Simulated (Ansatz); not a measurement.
```
Hf Si O
1.0
     0.00000   -6.58202    0.00000
    -6.58202    0.00000    0.00000
     3.29101    3.29101   -8.94920
Hf Si O
6 6 24
Direct
  0.33333 0.33333 0.66667
  0.00000 0.00000 0.00000
  0.66667 0.66667 0.33333
  0.08333 0.58333 0.16667
  0.75000 0.25000 0.50000
  0.41667 0.91667 0.83333
  0.58333 0.08333 0.16667
  0.25000 0.75000 0.50000
  0.91667 0.41667 0.83333
  0.50000 0.50000 0.00000
  0.16667 0.16667 0.33333
  0.83333 0.83333 0.66667
  0.41208 0.22729 0.45458
  0.07875 0.89396 0.78792
  0.74542 0.56062 0.12125
  0.64396 0.95917 0.28792
  0.31062 0.62583 0.62125
  0.97729 0.29250 0.95458
  0.64396 0.32875 0.28792
  0.31062 0.99542 0.62125
  0.97729 0.66208 0.95458
  0.37583 0.56062 0.12125
  0.04250 0.22729 0.45458
  0.70917 0.89396 0.78792
  0.10604 0.29083 0.21208
  0.77271 0.95750 0.54542
  0.43938 0.62417 0.87875
  0.33792 0.02271 0.04542
  0.00458 0.68938 0.37875
  0.67125 0.35604 0.71208
  0.70750 0.02271 0.04542
  0.37417 0.68938 0.37875
  0.04083 0.35604 0.71208
  0.43938 0.25458 0.87875
  0.10604 0.92125 0.21208
  0.77271 0.58792 0.54542
```

Space group I4₁/amd; a structure from a database of computed crystals, not necessarily the ambient phase.

The calculation used DFT PBEsol, scalar-relativistic, plane waves, PAW (Ansatz).

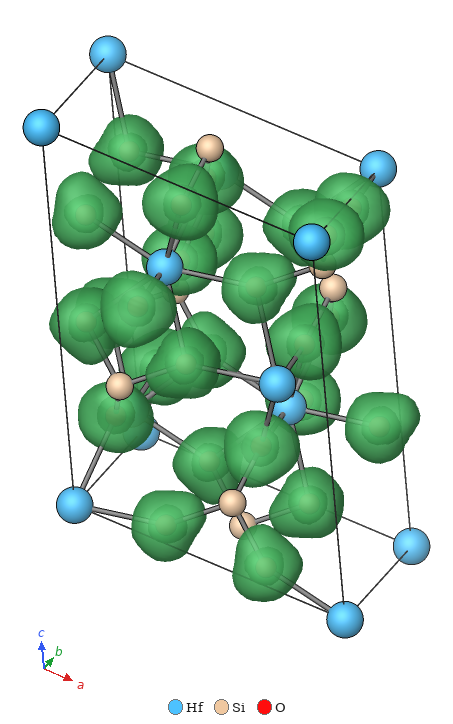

HfSiO4. Isosurface of the electron localisation function at 0.75 (green), seen slightly off an axis. Only the valence region is drawn (cores and ρ < 0.01 e/Å³ removed). Sticks mark near contacts.

Core electrons are frozen (PAW), and the valence fields are smoothed inside the atomic spheres.

### Identify the bonds, lone pairs and shells in this picture.

At this value the surface marks out 24 regions on O in which the atom's valence shell and bonds are merged, counted in one cell of 36 atoms. Regions shared between cells count once. Along the contacts the grid gives the following. Si–O (1.63 Å): the ELF peaks at about 0.85 between the atoms: a shared but strongly polarised pair. Hf–O (2.11 Å): the ELF peaks at about 0.85 in the valence shell of O, 0.6 Å from its nucleus, and drops to about 0.15 between the two atoms; no localised pair shows between them.

### Metal or insulator at this level of theory?

It is gapped, with a Kohn–Sham gap of 5.4 eV on the k-point mesh, an upper bound to the gap of this method.
